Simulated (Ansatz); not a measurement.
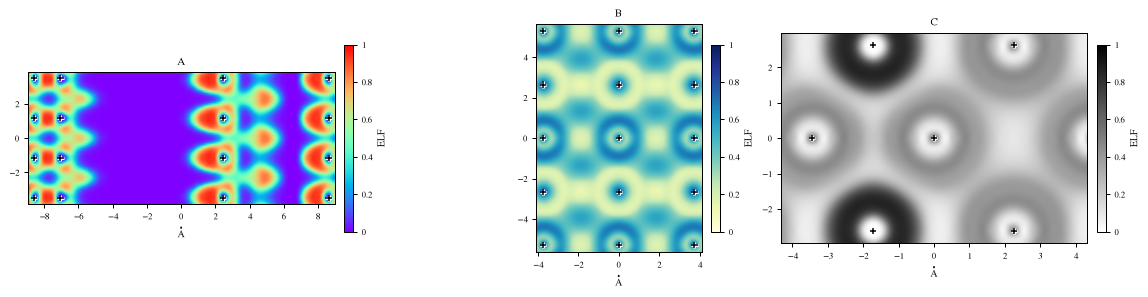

The ELF of 3 systems, each on a plane through atoms (crosses mark nuclei in the plane).

Method: DFT PBE, scalar-relativistic, plane waves, PAW (Ansatz).

System 1: C$_{2}$N, the (11̄0) plane of the conventional cell. Space group P-3m1; a structure generated by program, which may or may not match a known phase.

```cif
data_structure
_symmetry_space_group_name_H-M 'P 1'
_symmetry_Int_Tables_number 1
_cell_length_a 2.3299
_cell_length_b 2.3299
_cell_length_c 17.2180
_cell_angle_alpha 90.000
_cell_angle_beta 90.000
_cell_angle_gamma 120.000
_cell_volume 80.94
loop_
_atom_site_label
_atom_site_type_symbol
_atom_site_fract_x
_atom_site_fract_y
_atom_site_fract_z
_atom_site_occupancy
C1 C 0.33333 0.66667 0.11871 1
C2 C 0.66667 0.33333 0.79056 1
C3 C 0.66667 0.33333 0.88129 1
C4 C 0.33333 0.66667 0.20944 1
N1 N 0.33333 0.66667 0.76036 1
N2 N 0.66667 0.33333 0.23964 1
```

System 2: Si$_{3}$Ni, the (101) plane of the conventional cell. Space group Pm-3m; a structure generated by program, which may or may not match a known phase; computed without spin polarisation.

```yaml
crystal:
  lattice:
    - [3.74364, 0.00000, 0.00000]
    - [0.00000, 3.74364, 0.00000]
    - [0.00000, 0.00000, 3.74364]
  atoms:
    - { symbol: Si, position: [0.00000, 0.50000, 0.50000] }
    - { symbol: Si, position: [0.50000, 0.00000, 0.50000] }
    - { symbol: Si, position: [0.50000, 0.50000, 0.00000] }
    - { symbol: Ni, position: [0.00000, 0.00000, 0.00000] }
```

System 3: Bi$_{3}$S, the (11̄0) plane of the conventional cell. Space group P4/mmm; a structure generated by program, which may or may not match a known phase; computed without spin polarisation.

Question: Match each panel to its system.

Answer: Panel A is system 1, C$_{2}$N: the plane holds C and N. C–C (1.56 Å): the ELF peaks at about 0.95 between the atoms. Panel B is system 2, Si$_{3}$Ni: the plane holds Si and Ni. Si–Ni (2.65 Å): the ELF peaks at about 0.70 in the valence shell of Si, 0.9 Å from its nucleus, and is about 0.40 at the midpoint. Panel C is system 3, Bi$_{3}$S: the plane holds Bi and S. Bi–S (3.14 Å): the ELF peaks at about 0.85 in the valence shell of S, 0.8 Å from its nucleus, and drops to about 0.25 between the two atoms.
